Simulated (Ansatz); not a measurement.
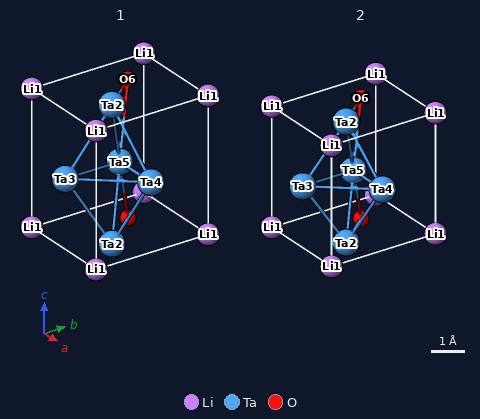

Two geometries of a crystal of LiTa₄O (a generated structure, set up in P-6m2) (coarse preliminary run), drawn at one scale. One is the start of a relaxation, the other its converged end. A ball-and-stick model of the cell of the calculation, seen slightly off an axis.

Computed with DFT PBE, scalar-relativistic, plane waves, PAW in Ansatz 0.2.0. Set-up: plane-wave cutoff 420 eV; k-point mesh 6 × 6 × 4; occupations gaussian; smearing width 0.1 eV; no spin polarisation; cell and atoms relaxed; force threshold 0.04 eV/Å; at most 70 steps.

Question: Which of the two is the end point?

Answer: Structure 1 is the relaxed one. No atom moves by more than 0.005 Å relative to the cell. The volume changes by +33.2 %, with a = b 5.111 → 5.507 Å (+7.8 %), c 3.860 → 4.427 Å (+14.7 %). Near-neighbour distances that change, for instance: Ta3–O6 2.454 → 2.751 Å, Ta2–Ta3 2.405 → 2.700 Å, Li1–Ta2 2.951 → 3.180 Å, Ta2–O6 2.951 → 3.180 Å. Bond angles that change, for instance: Ta3–Ta2–Ta3 106.7° → 110.2°, Ta3–O6–Ta3 103.7° → 107.1°, Ta3–Ta2–Ta4 62.2° → 59.4°. The space group stays P-6m2 (No. 187). The energy falls by 682 meV per atom in 7 accepted moves (9 points after the start). Largest force component: 4.5 eV/Å at the start, 0.00091 eV/Å at the end. Pressure: 54.27 GPa at the start and 0.11 GPa at the end. At 2 points the geometry stayed and the basis and grid were re-selected for the new cell (energy shift of 18.6 meV per atom at most each time). Cost: 69 s on 1 thread of Arm Neoverse V2, on a shared host, peak memory 0.38 GiB.

Limits of the set-up: the k-point mesh is coarse for a cell with partly filled bands.
